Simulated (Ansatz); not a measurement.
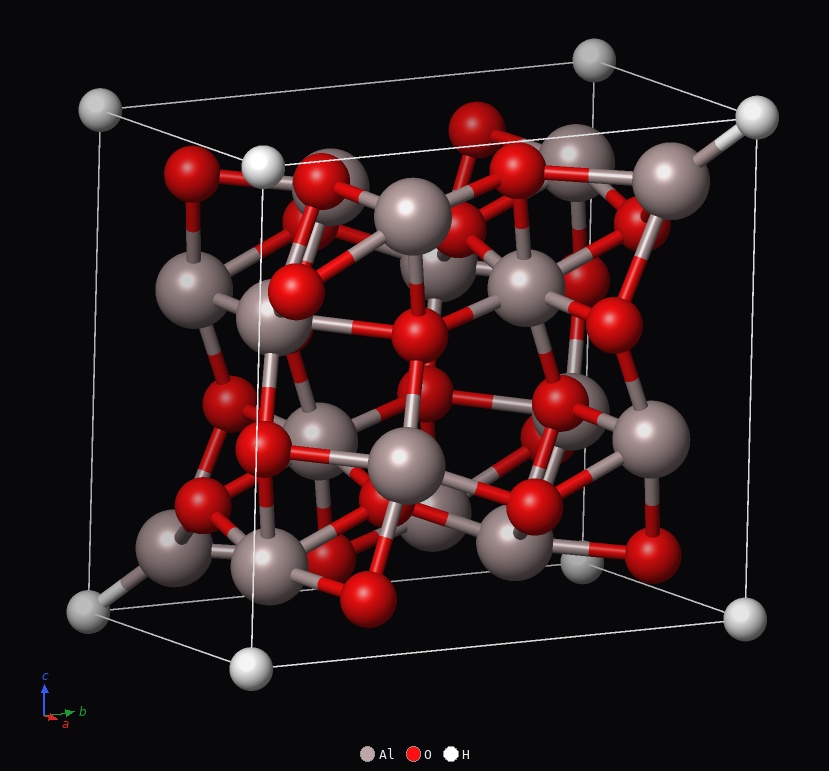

Shown here is a ball-and-stick view of the crystal, taken slightly off an axis. The simulation cell is drawn as a box. Cell: a = 7.015 Å, b = 7.015 Å, c = 7.015 Å, α = 85.77°, β = 85.77°, γ = 85.77°.

Describe the crystal.

The formula is Al$_{16}$HO$_{24}$. Space group R-3 (No. 148), lattice rhombohedral (trigonal R). Atoms per cell: 41 (16 Al, 1 H, 24 O). O is linked to four Al at about 1.9 to 2.1 Å. H sits among two Al in a linear arrangement at about 1.7 Å. By contacts within bonding range, the coordination numbers are Al 6 to 7 (mean 6.1). The bonds build a three-dimensional framework.

Provenance: a structure listed in the Materials Project, repeated into a supercell with a point defect put in. The atoms were relaxed in a fixed cell with DFT PBEsol, scalar-relativistic, plane waves, PAW in Ansatz.
